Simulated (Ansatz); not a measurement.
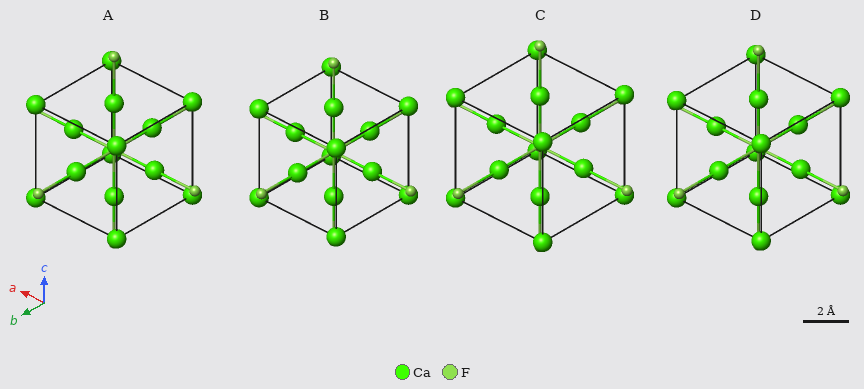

4 geometries from one relaxation of a crystal of Ca$_{4}$F (a generated structure, set up in Pm-3m) (coarse preliminary run), in shuffled order. Style: ball-and-stick. Shown: the cell of the calculation, from a free direction.

Theory: DFT PBE, scalar-relativistic, plane waves, PAW in Ansatz 0.2.0. (plane-wave cutoff 420 eV; k-point mesh 4 × 4 × 4; occupations gaussian; smearing width 0.1 eV; no spin polarisation; cell and atoms relaxed; force threshold 0.04 eV/Å; at most 70 steps)

Order the frames from highest to lowest energy.

B, A, D, C. They are steps 0, 1, 2, 7, at +371 meV per atom, +140 meV per atom, +45.3 meV per atom relative to the last. The atoms keep their places relative to the cell (all moves are under 0.005 Å). The drawn cell changes as follows: a = b = c 4.795 → 5.423 Å (+13.1 %); the volume changes by +44.7 %. Among the contacts that change: Ca–Ca 3.391 → 3.835 Å, Ca–F 2.398 → 2.712 Å. The space group stays Pm-3m (No. 221). After 5 accepted moves (7 points after the start) the energy has fallen by 371 meV per atom. All forces vanish by symmetry, so only the cell relaxes. Pressure: 15.37 GPa at the start and 0.03 GPa at the end. At 2 points the geometry stayed and the basis and grid were re-selected for the new cell (energy shift of 33.1 meV per atom at most each time). The run took 10 s on 1 thread of Intel(R) Xeon(R) 6975P-C (Granite Rapids), on a shared host, peak memory 0.41 GiB.
